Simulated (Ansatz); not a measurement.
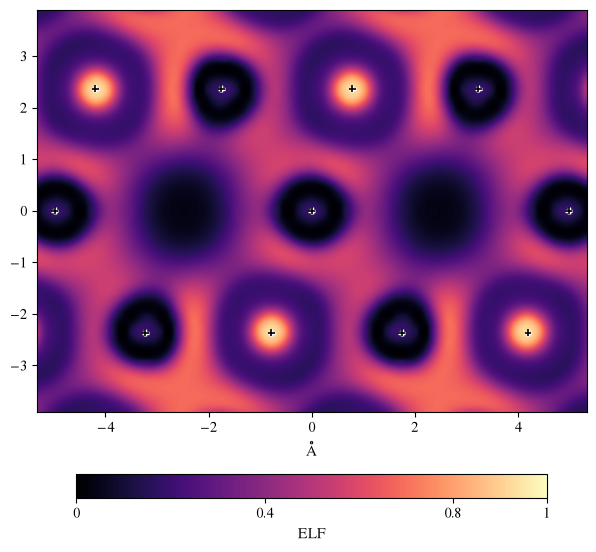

The electron localisation function on a plane through atoms (crosses mark nuclei in the plane).

Level of theory: DFT PBEsol, scalar-relativistic, plane waves, PAW (Ansatz).

Candidates:
A. Ge₂Sb₂Te₅, a = 4.20 Å, b = 4.20 Å, c = 17.10 Å, α = 90.00°, β = 90.00°, γ = 120.00°. Space group P-3m1; a structure from a database of computed crystals, not necessarily the ambient phase.
B. Al₃Cu₂, a = 4.10 Å, b = 4.10 Å, c = 9.96 Å, α = 90.00°, β = 90.00°, γ = 60.00°. Space group P-3m1; a structure from a database of computed crystals, not necessarily the ambient phase; computed without spin polarisation.

> Which system is this?

Candidate B: Al₃Cu₂ on the (11̄0) plane of the calculation cell, which holds Al and Cu. Al–Cu (2.45 Å): the ELF peaks at about 0.70 between the atoms. Al–Cu (2.49 Å): the ELF is about 0.45 at the midpoint.
